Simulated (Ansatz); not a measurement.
NaF

```
Na F
1.0
     3.25488    0.00000    0.00000
    -1.62744    2.81881    0.00000
     0.00000    0.00000    5.69575
Na F
2 2
Direct
  0.00000 0.00000 0.00000
  0.00000 0.00000 0.50000
  0.33333 0.66667 0.25000
  0.66667 0.33333 0.75000
```

Space group P6₃/mmc; a structure generated by program, which may or may not match a known phase; computed pressure about −3 GPa in this cell.

Method: Ansatz, DFT r2SCAN, scalar-relativistic, plane waves, PAW.

Core electrons are frozen (PAW), and the valence fields are smoothed inside the atomic spheres.

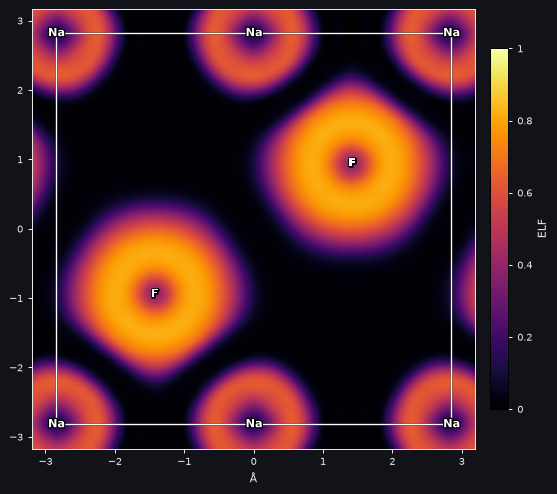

Figure 1. ELF on the (110) plane of the conventional cell.

Question: Interpret the plot.

Answer:
- Atoms in the plane: Na and F.
- Na–F (2.36 Å): the ELF is about 0.05 at the midpoint: an ionic contact with no shared pair.
- The features right at Na lie inside the PAW spheres, where the map follows smoothed inner orbitals and isn't to be read closely.

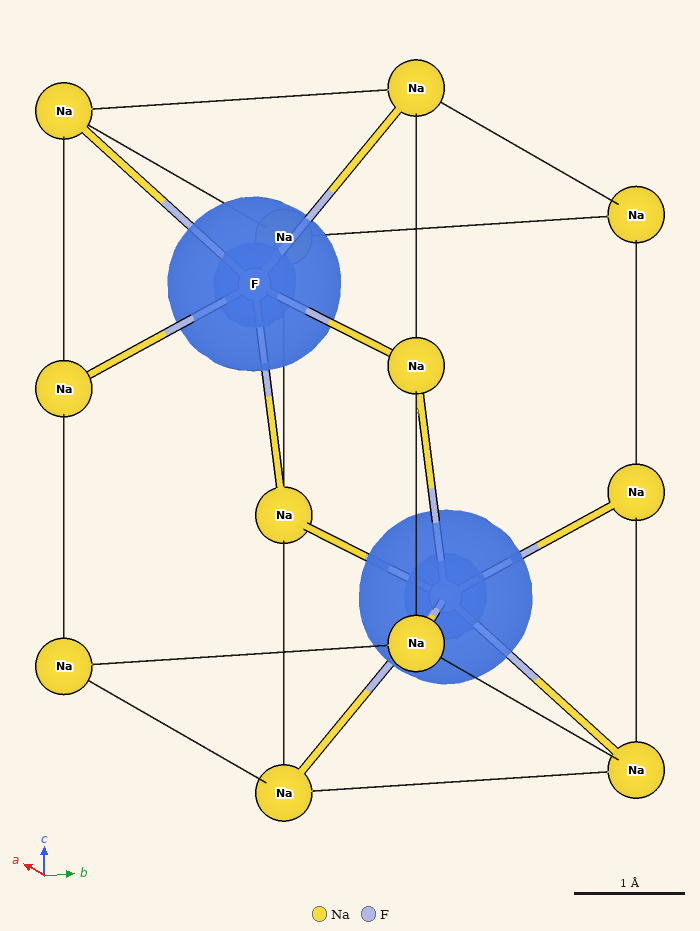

Figure 2. Isosurface of the ELF at 0.75 (blue), seen at an oblique angle. Only the valence region is drawn (cores and ρ < 0.01 e/Å³ removed). Sticks mark near contacts.

Question: Identify the bonds, lone pairs and shells in this picture.

Answer: The ELF exceeds this value in two regions wrapped around F (the valence shell of each), counted in one cell of 4 atoms. Any copies at cell faces, edges or corners count once.

Question: What Bader charges does the calculation give?

Answer: Electrons move from Na towards F. Bader charges: Na +0.89 and F −0.89 e.

Question: Does the calculation give a band gap?

Answer: It is gapped, with a Kohn–Sham gap of 6.8 eV on the k-point mesh (the band edges may lie off the mesh, which would make the gap smaller).
